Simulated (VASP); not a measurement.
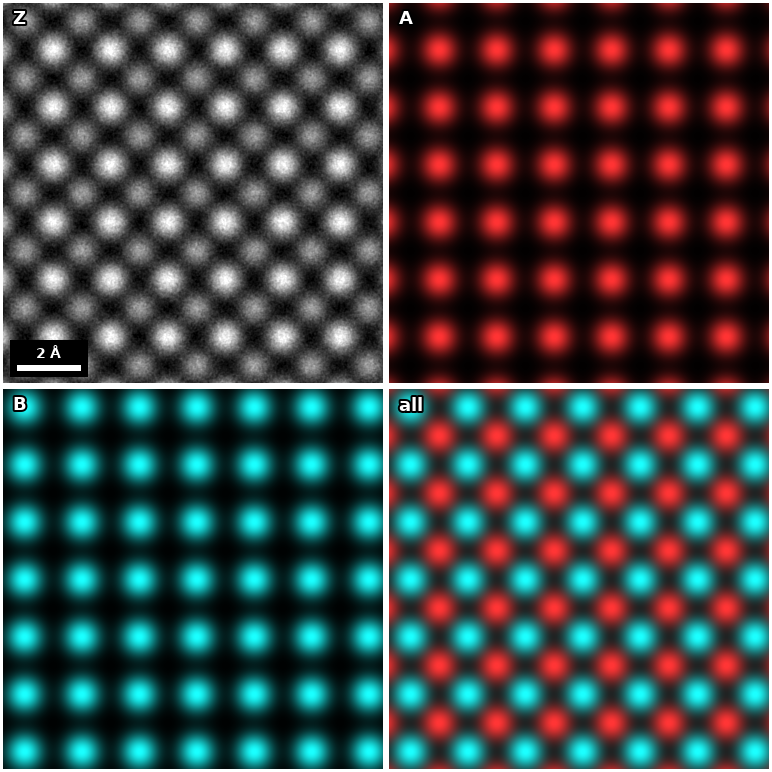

BN (F-43m, No. 216) along [001]. Panel Z: Simulation: incoherent imaging, intensity Z^1.7 per atom, probe width 0.73 Å, thin sample. The display is stretched by a gamma of 0.8; percentages refer to the linear signal. Shot noise was added. The other panels are simulated element maps (the number of atoms of one element along the beam, blurred by 0.9 Å; each on its own scale, no channelling); the last overlays them. Structure used: a cell listed in the Materials Project, as set up for an electronic-structure calculation.

```yaml
crystal:
  lattice:
    - [3.62600, 0.00000, 0.00000]
    - [0.00000, 3.62600, 0.00000]
    - [0.00000, 0.00000, 3.62600]
  atoms:
    - { symbol: N, position: [0.25000, 0.25000, 0.75000] }
    - { symbol: B, position: [0.00000, 0.00000, 0.00000] }
    - { symbol: N, position: [0.25000, 0.75000, 0.25000] }
    - { symbol: B, position: [0.00000, 0.50000, 0.50000] }
    - { symbol: N, position: [0.75000, 0.25000, 0.25000] }
    - { symbol: B, position: [0.50000, 0.00000, 0.50000] }
    - { symbol: N, position: [0.75000, 0.75000, 0.75000] }
    - { symbol: B, position: [0.50000, 0.50000, 0.00000] }
```

Which element does each lettered map show?

A: N, B: B. The projected cell (1.81 × 1.81 Å, 90°) holds 2 columns: 1 of N and 1 of B. No column is shared by two of the mapped elements.
